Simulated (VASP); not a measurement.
**PbS: density, localisation and related maps**

```cif
data_structure
_symmetry_space_group_name_H-M 'P 1'
_symmetry_Int_Tables_number 1
_cell_length_a 4.8611
_cell_length_b 4.8611
_cell_length_c 6.0432
_cell_angle_alpha 90.000
_cell_angle_beta 90.000
_cell_angle_gamma 120.000
_cell_volume 123.67
loop_
_atom_site_label
_atom_site_type_symbol
_atom_site_fract_x
_atom_site_fract_y
_atom_site_fract_z
_atom_site_occupancy
Pb1 Pb 0.33333 0.66667 0.93245 1
Pb2 Pb 0.66667 0.33333 0.43245 1
S1 S 0.33333 0.66667 0.44255 1
S2 S 0.66667 0.33333 0.94255 1
```

Space group P6₃mc; a generated structure, not necessarily the stable one; changed on purpose from its base cell (epitaxial xy strain -2.7%); computed pressure about 3 GPa in this cell.

Method: Kohn-Sham DFT of a periodic cell, PBE, VASP PAW PBE potentials, recommended in VASP.

Core electrons are frozen (PAW), and the valence fields are smoothed inside the atomic spheres.

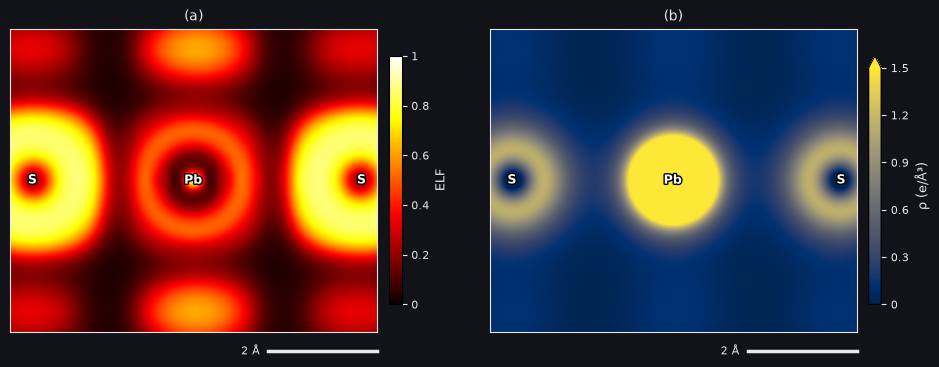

Figure 1. (a) electron localisation function; (b) valence electron density on the (11̄0) plane of the conventional cell.

Read the bonding off the picture.

Answer. The plane passes through Pb and S nuclei.
Pb–S (2.96 Å): ρ at the midpoint is about 0.22 e/Å³; the ELF peaks at about 0.85 in the valence shell of S, 0.8 Å from its nucleus, and drops to about 0.20 between the two atoms.
Pb–S (3.08 Å): ρ is about 0.18 e/Å³ halfway; the ELF is about 0.20 at the midpoint; no localised pair shows between them.
Between the atoms the lowest density in this plane is 0.03 e/Å³.

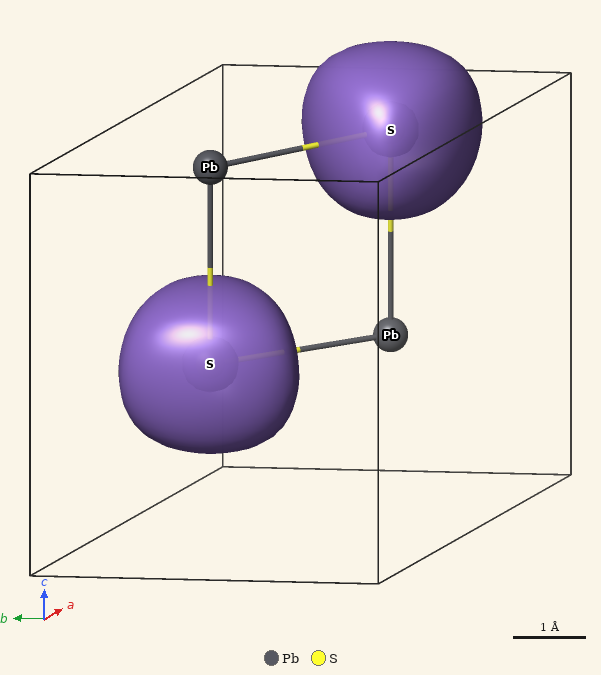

Figure 2. Isosurface of the ELF at 0.65 (purple), seen at an oblique angle. Core shells and regions of very low density are left out. Sticks mark near contacts.

Where are the electrons localised?

Answer. At this value the surface marks out two regions wrapped around S (the valence shell of each), counted in one cell of 4 atoms. Any copies at cell faces, edges or corners count once. Profiles from the grid: Pb–S (2.81 Å): the ELF peaks at about 0.85 in the valence shell of S, 0.8 Å from its nucleus, and drops to about 0.25 between the two atoms.

Does the calculation make it a metal, or give it a gap?

Answer. It is gapped, with a Kohn–Sham gap of 1.3 eV on the k-point mesh, an upper bound to the gap of this method.
